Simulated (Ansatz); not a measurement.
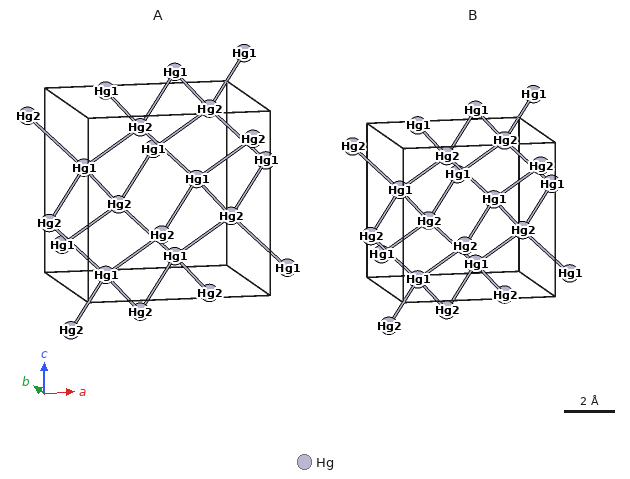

Two geometries of a crystal of Hg (a generated structure, set up in Fd-3m), drawn at one scale. One is the start of a relaxation, the other its converged end. The picture is a ball-and-stick view of the conventional cell (4 times the calculation's cell), seen slightly off an axis. Lengths and directions refer to the drawn axes.

Computed with Ansatz 0.2.0, DFT, PBE, plane waves (420 eV) with PAW, scalar-relativistic. Set-up: plane-wave cutoff 420 eV; k-point mesh 9 × 9 × 9; occupations fermi dirac; smearing width 0.1 eV; no spin polarisation; cell and atoms relaxed; force threshold 0.01 eV/Å; at most 60 steps.

Q: Which one is relaxed?

A: Structure A is the relaxed one. Phase: diamond. No atom moves by more than 0.005 Å relative to the cell. The drawn cell changes as follows: a = b = c 6.293 → 7.531 Å (+19.7 %); the volume changes by +71.4 %. Some distances before and after: Hg1–Hg2 2.725 → 3.261 Å. The space group stays Fd-3m (No. 227). After 9 accepted moves (12 points after the start) the energy has fallen by 0.421 eV per cell of the calculation. All forces vanish by symmetry, so only the cell relaxes. Pressure: 7.68 GPa at the start and 0.04 GPa at the end. The line search rejected the trial step at point 9 of the run. At 2 points the geometry stayed and the basis and grid were re-selected for the new cell (energy shift of 16.2 meV per cell of the calculation at most each time). The run took 49 s on 1 thread of Intel(R) Xeon(R) Platinum 8259CL CPU @ 2.50GHz (Skylake/Cascade Lake), with other jobs on the host, peak memory 0.57 GiB.
